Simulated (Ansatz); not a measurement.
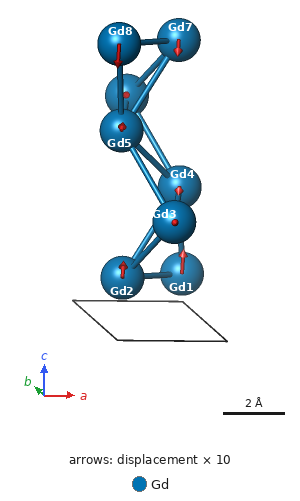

A relaxation of a slab of composition Gd (cut from the P6_3/mmc phase). The starting structure is drawn; red arrows show the displacements, 10 times their true length.

The picture is a ball-and-stick view of the cell of the calculation, outlined in the plane, without the vacuum, seen slightly off an axis.

The slab is the (1 0 1) face of Gd.

Method: DFT PBE+U, scalar-relativistic, plane waves, PAW (Ansatz 0.2.0).

Input
```yaml
crystal:
  lattice:
    - [3.6515676241, 0.0, 0.0]
    - [-1.8257838121, 6.6525383115, 0.0]
    - [0.0, 0.0, 23.81032732]
  atoms:
    - { symbol: Gd, position: [0.978568249, 0.957136498, 0.3149893699], spin: 8.24 }
    - { symbol: Gd, position: [0.2473988398, 0.4947976795, 0.3344641731], spin: 8.24 }
    - { symbol: Gd, position: [0.5915517934, 0.1831035868, 0.4318381889], spin: 8.24 }
    - { symbol: Gd, position: [0.8603823841, 0.7207647683, 0.4513129921], spin: 8.24 }
    - { symbol: Gd, position: [0.2045353378, 0.4090706756, 0.5486870079], spin: 8.24 }
    - { symbol: Gd, position: [0.4733659285, 0.9467318571, 0.5681618111], spin: 8.24 }
    - { symbol: Gd, position: [0.8175188822, 0.6350377644, 0.6655358269], spin: 8.24 }
    - { symbol: Gd, position: [0.0863494729, 0.1726989458, 0.6850106301], spin: 8.24 }
basis:
  ecutwfc: 420
kpoints:
  mp_grid: { grid: [8, 4, 1] }
hamiltonian:
  xc: pbe
  hubbard: { sites: [{ species: Gd, l: f, u_eff: 6.0 }] }
scf:
  occupations: { method: gaussian, width: 0.1 }
  lower_state_search: "off"
output:
  forces: true
  eigenvalues: true
  populations: true
  write_density: true
  write_potential: true
  elf: true
  volumetric_format: npy
magnetization:
  spin_polarized: true
relax:
  adjacent_minimum: "off"
  f_tol: 0.02
  max_steps: 60
efield:
  axis: 3
  dipole_correction: true
  ramp_width: 0.04
checkpoint:
  read: start.run
  write: ck
  compress: false
  write_wavefunctions: false
  write_every: 100000
```

Run as
```bash
ansatz run input.yaml --threads 4 --pin off --max-ram 10240MiB --backend cpu --events-out ev --progress --plain --runs-dir out
```

### Describe the change and its energy.

Over 2 geometry steps the energy falls by 37.5 meV per cell of the calculation. Largest force component: 0.19 eV/Å at the start, 0.011 eV/Å at the end. The largest moves relative to the layer's centre, 0.087 Å, are those of Gd1 and Gd8. Gd1 goes along the normal (+c). The cell doesn't change. Among the contacts that change: Gd2–Gd4 3.652 → 3.562 Å, Gd1–Gd4 3.607 → 3.521 Å, Gd1–Gd3 3.652 → 3.577 Å, Gd1–Gd2 3.607 → 3.553 Å.
